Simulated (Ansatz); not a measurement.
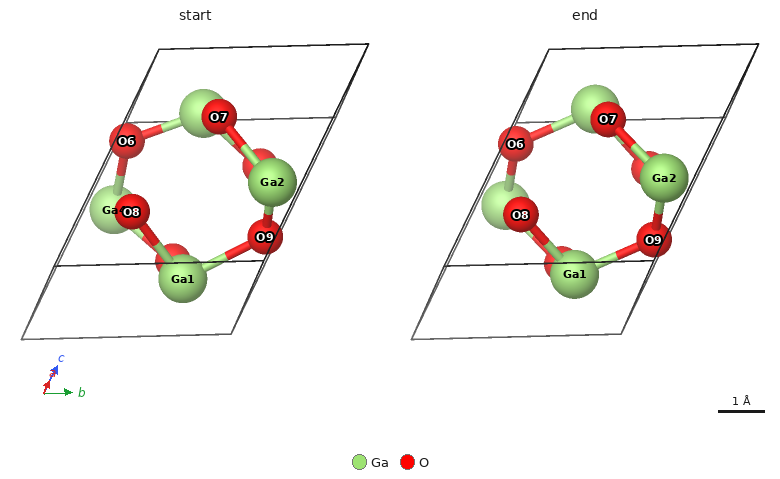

The structure of a crystal of Ga2O3 (set up in P1) before (left) and after (right) a relaxation, at one scale.

The picture is a ball-and-stick view of the cell of the calculation, reduced to other axes, seen from a free direction. Lengths and directions refer to the drawn axes.

Case: all O atoms moved 0.2 Å in one direction; relaxed back.

All numbers below come from DFT r2SCAN, scalar-relativistic, plane waves, PAW in Ansatz.

Input
```yaml
crystal:
  lattice:
    - [2.4923023535, 1.4389314347, 4.4806666158]
    - [-2.4923023535, 1.4389314347, 4.4806666158]
    - [0.0, -2.8778628693, 4.4806666158]
  atoms:
    - { symbol: Ga, position: [0.329100062, 0.3673651725, 0.3538991495] }
    - { symbol: Ga, position: [0.1182953654, 0.1565604759, 0.1430944529] }
    - { symbol: Ga, position: [0.6182953654, 0.6565604759, 0.6430944529] }
    - { symbol: Ga, position: [0.829100062, 0.8673651725, 0.8538991495] }
    - { symbol: O, position: [0.5711611027, 0.9383985386, 0.2510021325] }
    - { symbol: O, position: [0.2675348575, 0.545651029, 0.9473758873] }
    - { symbol: O, position: [0.9639086123, 0.2420247838, 0.5546283777] }
    - { symbol: O, position: [0.4639086123, 0.045651029, 0.7510021325] }
    - { symbol: O, position: [0.7675348575, 0.4383985386, 0.0546283777] }
    - { symbol: O, position: [0.0711611027, 0.7420247838, 0.4473758873] }
basis:
  ecutwfc: 500
kpoints:
  mp_grid: { grid: [6, 6, 6] }
hamiltonian:
  xc: r2scan
scf:
  occupations: { method: gaussian, width: 0.05 }
output:
  forces: true
  stress: true
  eigenvalues: true
  write_density: true
  write_potential: true
  elf: true
  volumetric_format: npy
relax:
  adjacent_minimum: "off"
  f_tol: 0.01
  max_steps: 80
  cell: { stress_tol: 0.1 }
```

Run as
```bash
ansatz run input.yaml --threads 2 --pin off --max-ram 5120MiB --backend cpu --events-out ev --progress --plain --runs-dir out
```

Summarise the run.

Answer. The largest moves relative to the cell, 0.12 Å, are those of Ga1, Ga2, Ga3 and Ga4. Ga4 goes roughly along [1 0 1]. By element the largest moves are Ga 0.12 Å, O 0.08 Å. The drawn cell changes at constant volume: a unchanged at 4.985 Å, b 4.985 → 4.984 Å (0.0 %), c unchanged at 5.325 Å. Among the contacts that change: Ga4–O8 1.877 → 2.073 Å, Ga2–O5 2.270 → 2.074 Å, Ga4–O6 2.118 → 1.926 Å, Ga2–O9 1.734 → 1.925 Å. Among the angles between lasting bonds that change: O5–Ga1–O10 172.6° → 161.9°, O7–Ga3–O8 151.4° → 161.8°, O7–Ga2–O8 151.5° → 161.8°. The space group (tolerance 0.01 Å) goes from P1 (No. 1) to R-3c (No. 167). Over 3 accepted moves (4 points after the start) the energy falls by 78.8 meV per atom. Largest force component: 2.9 eV/Å at the start, 0.0059 eV/Å at the end. Pressure: 5.39 GPa at the start and 0.03 GPa at the end. At 1 point the geometry stayed and the basis and grid were re-selected for the new cell (energy shift of less than 0.05 meV per atom at most each time). Cost: 5.4 min on 2 threads of Intel(R) Xeon(R) Processor @ 2.70GHz (shared host), peak memory 0.99 GiB.
